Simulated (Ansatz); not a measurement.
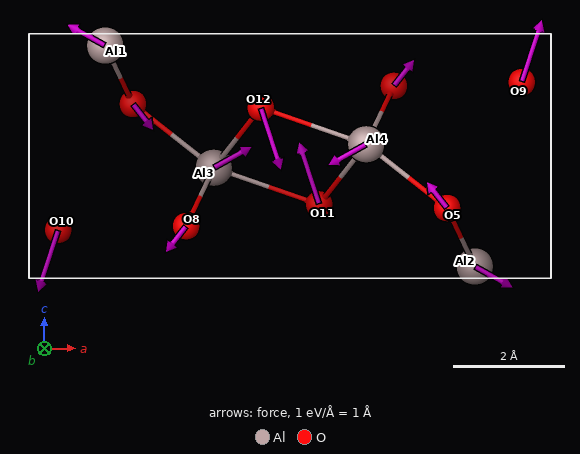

Starting geometry of solid AlO$_{2}$ (set up in Pnma) with the computed forces as purple arrows. The picture is a ball-and-stick view of the cell of the calculation, seen along the b axis.

Theory: DFT, PBE, plane-wave PAW, default files, scalar-relativistic, frozen cores (Ansatz). Set-up: plane-wave cutoff 420 eV; k-point mesh 4 × 12 × 8; occupations fermi dirac; smearing width 0.05 eV; no spin polarisation; potentials kind: paw, frozen_core: stored; atoms relaxed in a fixed cell; force threshold 0.02 eV/Å; at most 60 steps.

**What follows when this structure is relaxed?**

It isn't relaxed: the largest force vector, on O atoms, is 1.23 eV/Å. The final displacements follow the starting forces only in part (cosine between the two patterns 0.41). After 5 geometry steps the energy has fallen by 37.7 meV per atom. Largest force component: 1.2 eV/Å at the start, 0.0027 eV/Å at the end. The largest moves, 0.23 Å, are those of O atoms. By element the largest moves are O 0.23 Å, Al 0.17 Å. The lattice vectors keep their values. Near-neighbour distances that change, for instance: Al–O 2.019 → 1.948 Å, Al–O 1.839 → 1.878 Å, Al–O 1.980 → 1.965 Å, Al–O 1.863 → 1.871 Å. Among the angles between lasting bonds that change: O–Al–O 160.9° → 155.0°, O–Al–O 93.9° → 98.8°, Al–O–Al 103.0° → 106.7°. The space group stays Pnma (No. 62). The run took 95 s on 1 thread of Intel(R) Xeon(R) Platinum 8488C (Sapphire Rapids), with other jobs on the host, peak memory 0.72 GiB.
